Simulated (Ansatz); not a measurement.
# Al27N26: geometry relaxation (part 1 of 3)

- system: Al27N26 (defect cell, 53 atoms in the cell)
- method: DFT PBE, scalar-relativistic, plane waves, PAW, spin-polarised (Ansatz 0.2.0)

The structure derives from a Materials Project entry.

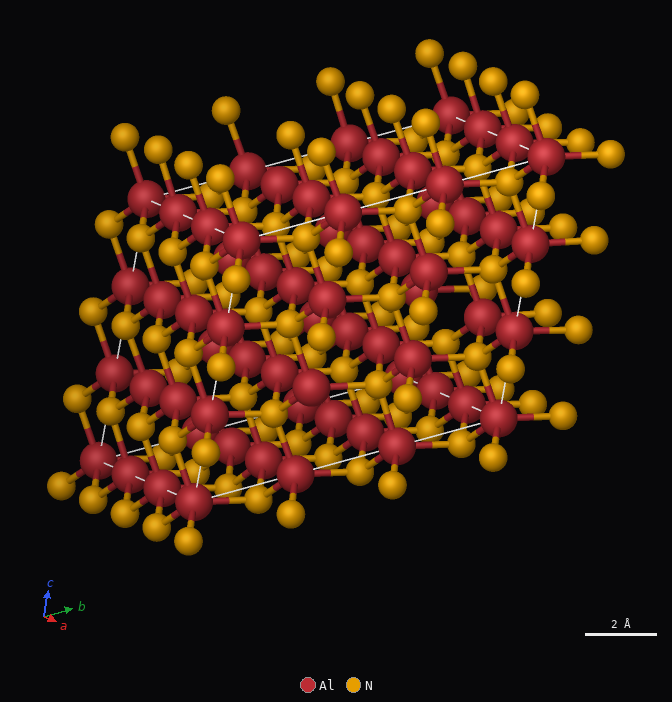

The input geometry (ball-and-stick view of the cell of the calculation, seen slightly off an axis; bonded neighbours outside the cell are drawn too). An atom can appear more than once, as a periodic image. Near neighbours in the periodic cell (some may lie outside the picture): Al has 4 N at 1.83 to 1.94 Å; Al has 3 N at 1.85 to 1.97 Å; N has 4 Al at 1.83 to 1.97 Å.

### Input
```yaml
crystal:
  lattice:
    - [0.0, 6.551981, 6.551981]
    - [6.551981, 0.0, 6.551981]
    - [6.551981, 6.551981, 0.0]
  atoms:
    - { symbol: Al, position: [0.0, 0.0, 0.0] }
    - { symbol: Al, position: [0.0, 0.0, 0.333333] }
    - { symbol: Al, position: [0.0, 0.0, 0.666667] }
    - { symbol: Al, position: [0.0, 0.333333, 0.0] }
    - { symbol: Al, position: [5.7189e-06, 0.3335823918, 0.3303924], spin: 0.5 }
    - { symbol: Al, position: [0.0, 0.333333, 0.666667] }
    - { symbol: Al, position: [0.0, 0.666667, 0.0] }
    - { symbol: Al, position: [0.0, 0.666667, 0.333333] }
    - { symbol: Al, position: [0.0, 0.666667, 0.666667] }
    - { symbol: Al, position: [0.333333, 0.0, 0.0] }
    - { symbol: Al, position: [0.3366149239, 0.0066984847, 0.3280274525], spin: 0.5 }
    - { symbol: Al, position: [0.333333, 0.0, 0.666667] }
    - { symbol: Al, position: [0.3293518241, 0.3339536678, -0.0004863669], spin: 0.5 }
    - { symbol: Al, position: [0.3328832912, 0.3302922865, 0.333864895], spin: 0.5 }
    - { symbol: Al, position: [0.333333, 0.333333, 0.666667] }
    - { symbol: Al, position: [0.333333, 0.666667, 0.0] }
    - { symbol: Al, position: [0.333333, 0.666667, 0.333333] }
    - { symbol: Al, position: [0.333333, 0.666667, 0.666667] }
    - { symbol: Al, position: [0.666667, 0.0, 0.0] }
    - { symbol: Al, position: [0.666667, 0.0, 0.333333] }
    - { symbol: Al, position: [0.666667, 0.0, 0.666667] }
    - { symbol: Al, position: [0.666667, 0.333333, 0.0] }
    - { symbol: Al, position: [0.666667, 0.333333, 0.333333] }
    - { symbol: Al, position: [0.666667, 0.333333, 0.666667] }
    - { symbol: Al, position: [0.666667, 0.666667, 0.0] }
    - { symbol: Al, position: [0.666667, 0.666667, 0.333333] }
    - { symbol: Al, position: [0.666667, 0.666667, 0.666667] }
    - { symbol: "N", position: [0.2464366589, 0.2486629823, 0.5898762296] }
    - { symbol: "N", position: [0.2539216139, 0.2521105929, 0.9129762437] }
    - { symbol: "N", position: [0.2526659614, 0.5828349745, 0.2499863611] }
    - { symbol: "N", position: [0.25, 0.583333, 0.583333] }
    - { symbol: "N", position: [0.2526135657, 0.5852066743, 0.9175265723] }
    - { symbol: "N", position: [0.2445896872, 0.9230683433, 0.2519672676] }
    - { symbol: "N", position: [0.2558382628, 0.9175713725, 0.5827296513] }
    - { symbol: "N", position: [0.25, 0.916667, 0.916667] }
    - { symbol: "N", position: [0.5786913266, 0.2525156081, 0.2550597923] }
    - { symbol: "N", position: [0.583333, 0.25, 0.583333] }
    - { symbol: "N", position: [0.5896321355, 0.254491849, 0.9083596869] }
    - { symbol: "N", position: [0.583333, 0.583333, 0.25] }
    - { symbol: "N", position: [0.583333, 0.583333, 0.583333] }
    - { symbol: "N", position: [0.583333, 0.583333, 0.916667] }
    - { symbol: "N", position: [0.589862069, 0.9147351876, 0.2501286395] }
    - { symbol: "N", position: [0.583333, 0.916667, 0.583333] }
    - { symbol: "N", position: [0.583333, 0.916667, 0.916667] }
    - { symbol: "N", position: [0.92140523, 0.2476664872, 0.2466232682] }
    - { symbol: "N", position: [0.916674676, 0.247441291, 0.5886455349] }
    - { symbol: "N", position: [0.916667, 0.25, 0.916667] }
    - { symbol: "N", position: [0.9197059793, 0.5908366332, 0.2475279303] }
    - { symbol: "N", position: [0.916667, 0.583333, 0.583333] }
    - { symbol: "N", position: [0.916667, 0.583333, 0.916667] }
    - { symbol: "N", position: [0.916667, 0.916667, 0.25] }
    - { symbol: "N", position: [0.916667, 0.916667, 0.583333] }
    - { symbol: "N", position: [0.916667, 0.916667, 0.916667] }
magnetization:
  spin_polarized: true
basis:
  ecutwfc: 420
  fft_grid_basis: typed
kpoints:
  mp_grid: { grid: [2, 2, 2] }
hamiltonian:
  xc: pbe
  pseudopotentials: { kind: paw }
scf:
  occupations: { method: gaussian, width: 0.05 }
output:
  forces: true
  stress: false
  eigenvalues: false
  bader: false
  write_density: false
  volumetric_format: npy
  populations: true
relax:
  adjacent_minimum: "off"
  max_steps: 30
  f_tol: 0.05
```

Command:
```bash
ansatz run input.yaml --threads 4 --pin off --max-ram 10240MiB --backend cpu --events-out ev --progress --plain --runs-dir out
```

### Output
```
settings of this run that can trade accuracy for cost: output.eigenvalues: false. Do not mix this run's numbers with those of runs without the same settings; the input reference describes each key
Engine: ansatz 0.2.0, aarch64-unknown-linux-gnu
Pseudopotentials: kind: paw
Pseudopotential: Al, paw, valence charge 3, recommended cutoff 420 eV (normal), Al.paw.azcp
Pseudopotential: N, paw, valence charge 5, recommended cutoff 420 eV (normal), N.paw.azcp
Functional definition: PBE
  parameter kappa = 0.804
  parameter beta = 0.06672455060314922
  exchange = pbe_x(kappa = kappa, mu = beta*pi^2/3)
  correlation = pbe_c(beta = beta)
Crystal: 53 atoms, lattice volume = 562.533 Å³
Basis set: ecut = 420 eV, 10969 PW (Γ), exchange–correlation on 128×128×128 points (8 copies of the dense FFT grid, shifted against one another)
Bands: 160, of which v1, the nominal top of the filled ones, is band 106 counted from 1 (105 counted from 0)
Symmetry: 1 space group operations
Space group: P1 (ITA 1), of the structure as read, at distance tolerance 8.3e-5 Å
Magnetic group: BNS 1.1 (UNI 1), of the structure as read, at distance tolerance 8.3e-5 Å
k-points: 8
Non-local potential: Al, projectors of the file, l = 0: 2, l = 1: 2, l = 2: 1
Non-local potential: N, projectors of the file, l = 0: 2, l = 1: 2, l = 2: 1
PAW form: soft (Blöchl's): semilocal exchange-correlation on the pseudo side does not see the compensation charge
PAW one-centre angular grid: Al, 110 points (default); XC on 64 Gauss nodes
PAW one-centre angular grid: N, 110 points (default); XC on 64 Gauss nodes
Initial density: superposition of atomic densities (chi_scale 0.1, normalization cell, long waves kept (reshape's long-wave potential 0.18 eV rms))
Starting moments: Σ|m| = 2 μB on 4 of 53 sites
Initial wavefunctions: pseudopotential atomic-orbital guess
Functional: x = pbe(κ = 0.804, μ = 0.2195149727645171), c = pbe(β = 0.06672455060314922)
SCF iter   1: F=—  HF=-24600.342223 eV  |F-HF|=—  |Δ(HF+E_count)|=         —  Δρ=6.81e-2 (↑6.80e-2 ↓6.81e-2)  dr2=1.28e2  dr2_m=3.89e-2  M=0.705 μB ∫|m|=0.779 μB  β_m=0.30  ethr=3.10e-3  ⟨swp⟩=5.7  Hψ=10429  notcnv=0  defer=389
preconditioner: auto → Kerker (q_TF=auto, 2.317 Å⁻¹)  [metal: Δε(μ)=0.025 eV  Ē_g=14.186 eV  σ=0.050 eV  W_gap=0.28  n_scr=112 (ndim 8)  ℏωp=22.7 eV  f_vac=0.000  D(μ)=6.67/eV (n_scr^D=26)]
spin=Collinear: Kerker preconditioning applied to the charge; magnetization (m = ρ↑ − ρ↓) channel mixes plain (no charge-response kernel on spin).
SCF iter   2: F=—  HF=-24574.621437 eV  |F-HF|=—  |Δ(HF+E_count)|=    2.57e1  Δρ=3.72e-2 (↑3.71e-2 ↓3.72e-2)  dr2=4.01e1  dr2_m=2.20e-2  M=0.611 μB ∫|m|=0.686 μB  β_m=0.30  ethr=3.10e-3  ⟨swp⟩=2.2  Hψ=4779  notcnv=0  defer=740
SCF iter   3: F=—  HF=-24564.056975 eV  |F-HF|=—  |Δ(HF+E_count)|=    1.06e1  Δρ=1.80e-2 (↑1.76e-2 ↓1.80e-2)  dr2=3.70e0  dr2_m=9.64e-3  M=0.892 μB ∫|m|=0.935 μB  β_m=0.30  ethr=3.10e-3  ⟨swp⟩=2.6  Hψ=4764  notcnv=0  defer=748
SCF iter   4: F=—  HF=-24563.534048 eV  |F-HF|=—  |Δ(HF+E_count)|=   5.23e-1  Δρ=3.24e-3 (↑2.85e-3 ↓3.24e-3)  dr2=1.46e-1  dr2_m=5.05e-3  M=0.821 μB ∫|m|=0.864 μB  β_m=0.30  ethr=1.75e-3  ⟨swp⟩=2.0  Hψ=2487  notcnv=0  defer=750
SCF iter   5: F=—  HF=-24563.584034 eV  |F-HF|=—  |Δ(HF+E_count)|=   5.00e-2  Δρ=1.94e-3 (↑1.78e-3 ↓1.94e-3)  dr2=3.94e-2  dr2_m=2.85e-3  M=0.810 μB ∫|m|=0.851 μB  β_m=0.30  ethr=6.92e-5  ⟨swp⟩=1.1  Hψ=2090  notcnv=0  defer=750
SCF iter   6: F=—  HF=-24563.606811 eV  |F-HF|=—  |Δ(HF+E_count)|=   2.28e-2  Δρ=7.71e-4 (↑6.26e-4 ↓7.71e-4)  dr2=5.21e-3  dr2_m=1.65e-3  M=0.837 μB ∫|m|=0.874 μB  β_m=0.30  ethr=1.87e-5  ⟨swp⟩=2.0  Hψ=3440  notcnv=0  defer=750
Mixer restart at iter 6: flushing history
spin-set hold released at iteration 6 (site moments contracting): the magnetisation degrees of freedom join the quasi-Newton model from the next iteration; the mixer history was flushed
SCF iter   7: F=—  HF=-24563.608855 eV  |F-HF|=—  |Δ(HF+E_count)|=   2.04e-3  Δρ=5.66e-4 (↑4.61e-4 ↓5.66e-4)  dr2=2.79e-3  dr2_m=9.73e-4  M=0.847 μB ∫|m|=0.884 μB  β_m=0.64  ethr=2.47e-6  ⟨swp⟩=2.3  Hψ=3154  notcnv=0  defer=750
SCF iter   8: F=—  HF=-24563.612668 eV  |F-HF|=—  |Δ(HF+E_count)|=   3.81e-3  Δρ=1.69e-4 (↑1.28e-4 ↓1.69e-4)  dr2=4.06e-4  dr2_m=7.11e-5  M=0.886 μB ∫|m|=0.927 μB  β_m=0.74  ethr=1.32e-6  ⟨swp⟩=2.0  Hψ=3514  notcnv=0  defer=750
SCF iter   9: F=—  HF=-24563.613057 eV  |F-HF|=—  |Δ(HF+E_count)|=   3.88e-4  Δρ=7.09e-5 (↑5.54e-5 ↓7.09e-5)  dr2=1.35e-4  dr2_m=1.30e-5  M=0.909 μB ∫|m|=0.955 μB  β_m=0.87  ethr=1.93e-7  ⟨swp⟩=2.0  Hψ=3550  notcnv=0  defer=750
SCF iter  10: F=—  HF=-24563.613114 eV  |F-HF|=—  |Δ(HF+E_count)|=   5.70e-5  Δρ=3.74e-5 (↑2.15e-5 ↓3.74e-5)  dr2=5.94e-5  dr2_m=1.98e-6  M=0.923 μB ∫|m|=0.974 μB  β_m=0.93  ethr=2.96e-8  ⟨swp⟩=2.0  Hψ=7573  notcnv=0
SCF iter  11: F=—  HF=-24563.613116 eV  |F-HF|=—  |Δ(HF+E_count)|=   1.90e-6  Δρ=1.96e-5 (↑1.96e-5 ↓1.87e-5)  dr2=1.80e-5  dr2_m=1.87e-7  M=0.929 μB ∫|m|=0.982 μB  β_m=0.91  ethr=2.81e-8  ⟨swp⟩=3.2  Hψ=5612  notcnv=0
SCF iter  12: F=-24563.613110 eV  HF=-24563.613112 eV  |F-HF|=1.81e-6  |Δ(HF+E_count)|=   3.65e-6  Δρ=7.42e-6 (↑7.42e-6 ↓5.89e-6)  dr2=2.46e-6  dr2_m=7.53e-8  M=0.930 μB ∫|m|=0.984 μB  ethr=8.53e-9  ⟨swp⟩=3.0  Hψ=5555  notcnv=0
SCF 1 converged in 12 iterations: F = -24563.613110 eV  dr2 = 2.46e-6
  greatest PAW one-centre occupation: 0.794 electrons in one spin orbital (limit 2), on the N atom at site 41 (counted from 0), in its partial waves of l = 0
relax step   1: F+E_penalty+E_count = -24563.61311043 eV  Δ(F+E_penalty+E_count) = +0.000e0 eV  max|allowed force component| = 1.569e0 eV/Å  Δτ_max = 0.0000 Å  (12 SCF iters, dr2 threshold 6.25e-5 eV, accepted)
Initial density: handed on by an earlier stage of this run
Starting moments: Σ|m| = 2 μB on 4 of 53 sites; this step starts from the density that it was given
Initial wavefunctions: those handed on with the density
iter 1 solved again at ethr=2.88e-5 eV; its pass at ethr=3.10e-3 eV (dr2=6.07e-2 eV) is discarded
SCF iter   1: F=—  HF=-24563.898008 eV  |F-HF|=—  |Δ(HF+E_count)|=         —  Δρ=1.35e-3 (↑1.35e-3 ↓1.35e-3)  dr2=6.37e-2  dr2_m=6.96e-5  M=0.996 μB ∫|m|=1.044 μB  β_m=0.30  ethr=2.88e-5  ⟨swp⟩=1.1  Hψ=7362  notcnv=0  defer=748
preconditioner: auto → Resta (q_TF=auto, 2.317 Å⁻¹)  ε∞=4.0  [insulator: Δε(μ)=0.100 eV  Ē_g=13.048 eV  σ=0.050 eV  W_gap=0.59  n_scr=112 (ndim 8)  ℏωp=22.7 eV  f_vac=0.000  D(μ)=4.05/eV (n_scr^D=14)  ε∞_Penn≈4.0]
spin=Collinear: Resta preconditioning applied to the charge; magnetization (m = ρ↑ − ρ↓) channel mixes plain (no charge-response kernel on spin).
SCF iter   2: F=—  HF=-24563.885890 eV  |F-HF|=—  |Δ(HF+E_count)|=   1.21e-2  Δρ=9.28e-4 (↑9.24e-4 ↓9.28e-4)  dr2=2.95e-2  dr2_m=4.14e-5  M=0.996 μB ∫|m|=1.047 μB  β_m=0.61  ethr=2.88e-5  ⟨swp⟩=1.0  Hψ=1810  notcnv=0  defer=748
SCF iter   3: F=—  HF=-24563.876470 eV  |F-HF|=—  |Δ(HF+E_count)|=   9.42e-3  Δρ=1.77e-4 (↑1.77e-4 ↓1.71e-4)  dr2=6.05e-4  dr2_m=4.77e-6  M=0.998 μB ∫|m|=1.057 μB  β_m=0.62  ethr=1.40e-5  ⟨swp⟩=2.1  Hψ=3096  notcnv=0  defer=748
SCF iter   4: F=—  HF=-24563.876383 eV  |F-HF|=—  |Δ(HF+E_count)|=   8.66e-5  Δρ=7.26e-5 (↑7.26e-5 ↓6.82e-5)  dr2=1.05e-4  dr2_m=1.49e-6  M=0.998 μB ∫|m|=1.059 μB  β_m=0.71  ethr=2.87e-7  ⟨swp⟩=2.1  Hψ=3516  notcnv=0  defer=748
iter 5 did not close the SCF: its close was put off for a magnetic moment that had not settled (scf_convergence_deferred on its scf_iter line)
SCF iter   5: F=-24563.876377 eV  HF=-24563.876380 eV  |F-HF|=2.82e-6  |Δ(HF+E_count)|=   3.13e-6  Δρ=2.66e-5 (↑2.66e-5 ↓2.35e-5)  dr2=1.38e-5  dr2_m=2.75e-7  M=0.998 μB ∫|m|=1.060 μB  β_m=0.78  ethr=4.74e-8  ⟨swp⟩=1.5  Hψ=6042  notcnv=0
SCF iter   6: F=-24563.876380 eV  HF=-24563.876380 eV  |F-HF|=7.28e-7  |Δ(HF+E_count)|=   5.13e-7  Δρ=8.44e-6 (↑7.87e-6 ↓8.44e-6)  dr2=1.50e-6  dr2_m=2.86e-8  M=0.998 μB ∫|m|=1.061 μB  ethr=6.52e-9  ⟨swp⟩=1.0  Hψ=5748  notcnv=0
SCF 2 converged in 6 iterations: F = -24563.876380 eV  dr2 = 1.50e-6
  greatest PAW one-centre occupation: 0.794 electrons in one spin orbital (limit 2), on the N atom at site 28 (counted from 0), in its partial waves of l = 0
relax step   2: F+E_penalty+E_count = -24563.87637953 eV  Δ(F+E_penalty+E_count) = -2.633e-1 eV  max|allowed force component| = 9.195e-1 eV/Å  Δτ_max = 0.0380 Å  (6 SCF iters, dr2 threshold 1.00e-4 eV, accepted)
SCF iter   1: F=—  HF=-24564.010330 eV  |F-HF|=—  |Δ(HF+E_count)|=         —  Δρ=2.13e-3 (↑2.13e-3 ↓1.91e-3)  dr2=1.26e-1  dr2_m=4.01e-3  M=0.564 μB ∫|m|=0.674 μB  β_m=0.30  ethr=5.81e-4  ⟨swp⟩=4.4  Hψ=6056  notcnv=0  defer=762
preconditioner: auto → Resta (q_TF=auto, 2.317 Å⁻¹)  ε∞=4.0  [insulator: Δε(μ)=0.128 eV  Ē_g=13.064 eV  σ=0.050 eV  W_gap=0.53  n_scr=112 (ndim 8)  ℏωp=22.7 eV  f_vac=0.000  D(μ)=7.89/eV (n_scr^D=50)  ε∞_Penn≈4.0]
spin=Collinear: Resta preconditioning applied to the charge; magnetization (m = ρ↑ − ρ↓) channel mixes plain (no charge-response kernel on spin).
SCF iter   2: F=—  HF=-24563.993433 eV  |F-HF|=—  |Δ(HF+E_count)|=   1.69e-2  Δρ=1.48e-3 (↑1.48e-3 ↓1.26e-3)  dr2=5.81e-2  dr2_m=2.05e-3  M=0.573 μB ∫|m|=0.666 μB  β_m=0.61  ethr=5.98e-5  ⟨swp⟩=1.3  Hψ=2949  notcnv=0  defer=762
SCF iter   3: F=—  HF=-24563.982965 eV  |F-HF|=—  |Δ(HF+E_count)|=   1.05e-2  Δρ=3.35e-4 (↑3.35e-4 ↓2.51e-4)  dr2=1.77e-3  dr2_m=8.55e-5  M=0.578 μB ∫|m|=0.633 μB  β_m=0.60  ethr=2.75e-5  ⟨swp⟩=2.2  Hψ=3319  notcnv=0  defer=762
SCF iter   4: F=—  HF=-24563.983432 eV  |F-HF|=—  |Δ(HF+E_count)|=   4.66e-4  Δρ=1.50e-4 (↑1.50e-4 ↓1.17e-4)  dr2=3.48e-4  dr2_m=2.90e-5  M=0.567 μB ∫|m|=0.617 μB  β_m=0.80  ethr=8.37e-7  ⟨swp⟩=2.0  Hψ=3477  notcnv=0  defer=762
SCF iter   5: F=—  HF=-24563.983565 eV  |F-HF|=—  |Δ(HF+E_count)|=   1.34e-4  Δρ=4.15e-5 (↑3.32e-5 ↓4.15e-5)  dr2=2.67e-5  dr2_m=1.60e-6  M=0.556 μB ∫|m|=0.599 μB  β_m=0.78  ethr=1.65e-7  ⟨swp⟩=2.0  Hψ=3562  notcnv=0  defer=762
iter 6 did not close the SCF: its close was put off for a magnetic moment that had not settled (scf_convergence_deferred on its scf_iter line)
SCF iter   6: F=-24563.983567 eV  HF=-24563.983569 eV  |F-HF|=1.47e-6  |Δ(HF+E_count)|=   3.51e-6  Δρ=1.86e-5 (↑1.86e-5 ↓1.28e-5)  dr2=4.25e-6  dr2_m=3.47e-7  M=0.553 μB ∫|m|=0.595 μB  β_m=0.78  ethr=1.26e-8  ⟨swp⟩=3.0  Hψ=5853  notcnv=0
SCF iter   7: F=-24563.983570 eV  HF=-24563.983570 eV  |F-HF|=8.96e-8  |Δ(HF+E_count)|=   1.05e-6  Δρ=6.03e-6 (↑5.56e-6 ↓6.03e-6)  dr2=6.85e-7  dr2_m=8.99e-8  M=0.552 μB ∫|m|=0.592 μB  ethr=2.01e-9  ⟨swp⟩=1.0  Hψ=6065  notcnv=0
SCF 3 converged in 7 iterations: F = -24563.983570 eV  dr2 = 6.85e-7
  greatest PAW one-centre occupation: 0.792 electrons in one spin orbital (limit 2), on the N atom at site 47 (counted from 0), in its partial waves of l = 0
relax step   3: F+E_penalty+E_count = -24563.98356966 eV  Δ(F+E_penalty+E_count) = -1.072e-1 eV  max|allowed force component| = 2.321e-1 eV/Å  Δτ_max = 0.0800 Å  (7 SCF iters, dr2 threshold 5.28e-5 eV, accepted)
SCF iter   1: F=—  HF=-24564.015418 eV  |F-HF|=—  |Δ(HF+E_count)|=         —  Δρ=9.17e-4 (↑8.78e-4 ↓9.17e-4)  dr2=3.48e-2  dr2_m=4.38e-4  M=0.764 μB ∫|m|=0.790 μB  β_m=0.30  ethr=2.43e-4  ⟨swp⟩=4.1  Hψ=5302  notcnv=0  defer=752
preconditioner: auto → Resta (q_TF=auto, 2.317 Å⁻¹)  ε∞=4.0  [insulator: Δε(μ)=0.073 eV  Ē_g=13.035 eV  σ=0.050 eV  W_gap=0.66  n_scr=112 (ndim 8)  ℏωp=22.7 eV  f_vac=0.000  D(μ)=8.06/eV (n_scr^D=50)  ε∞_Penn≈4.0]
spin=Collinear: Resta preconditioning applied to the charge; magnetization (m = ρ↑ − ρ↓) channel mixes plain (no charge-response kernel on spin).
SCF iter   2: F=—  HF=-24564.010918 eV  |F-HF|=—  |Δ(HF+E_count)|=   4.50e-3  Δρ=5.45e-4 (↑5.17e-4 ↓5.45e-4)  dr2=1.01e-2  dr2_m=2.27e-4  M=0.765 μB ∫|m|=0.795 μB  β_m=0.47  ethr=1.65e-5  ⟨swp⟩=1.0  Hψ=2944  notcnv=0  defer=752
SCF iter   3: F=—  HF=-24564.010017 eV  |F-HF|=—  |Δ(HF+E_count)|=   9.01e-4  Δρ=1.81e-4 (↑1.63e-4 ↓1.81e-4)  dr2=5.19e-4  dr2_m=3.61e-5  M=0.770 μB ∫|m|=0.812 μB  β_m=0.64  ethr=4.78e-6  ⟨swp⟩=2.1  Hψ=3056  notcnv=0  defer=752
SCF iter   4: F=—  HF=-24564.010643 eV  |F-HF|=—  |Δ(HF+E_count)|=   6.26e-4  Δρ=5.09e-5 (↑5.09e-5 ↓4.94e-5)  dr2=3.57e-5  dr2_m=5.86e-6  M=0.781 μB ∫|m|=0.834 μB  β_m=0.74  ethr=2.46e-7  ⟨swp⟩=2.0  Hψ=3089  notcnv=0  defer=752
SCF iter   5: F=—  HF=-24564.010679 eV  |F-HF|=—  |Δ(HF+E_count)|=   3.61e-5  Δρ=2.98e-5 (↑2.45e-5 ↓2.98e-5)  dr2=1.53e-5  dr2_m=1.22e-6  M=0.788 μB ∫|m|=0.845 μB  β_m=0.68  ethr=1.69e-8  ⟨swp⟩=2.0  Hψ=3505  notcnv=0  defer=752
iter 6 did not close the SCF: its close was put off for a magnetic moment that had not settled (scf_convergence_deferred on its scf_iter line)
SCF iter   6: F=-24564.010681 eV  HF=-24564.010681 eV  |F-HF|=1.10e-8  |Δ(HF+E_count)|=   1.86e-6  Δρ=1.13e-5 (↑1.13e-5 ↓1.07e-5)  dr2=1.86e-6  dr2_m=3.62e-7  M=0.789 μB ∫|m|=0.848 μB  β_m=0.84  ethr=1.63e-9  ⟨swp⟩=2.0  Hψ=7120  notcnv=0
SCF iter   7: F=-24564.010682 eV  HF=-24564.010682 eV  |F-HF|=1.96e-7  |Δ(HF+E_count)|=   1.15e-6  Δρ=4.13e-6 (↑4.13e-6 ↓2.98e-6)  dr2=2.60e-7  dr2_m=6.47e-9  M=0.790 μB ∫|m|=0.851 μB  ethr=8.82e-10  ⟨swp⟩=1.6  Hψ=6283  notcnv=0
SCF 4 converged in 7 iterations: F = -24564.010682 eV  dr2 = 2.60e-7
  greatest PAW one-centre occupation: 0.791 electrons in one spin orbital (limit 2), on the N atom at site 47 (counted from 0), in its partial waves of l = 0
```
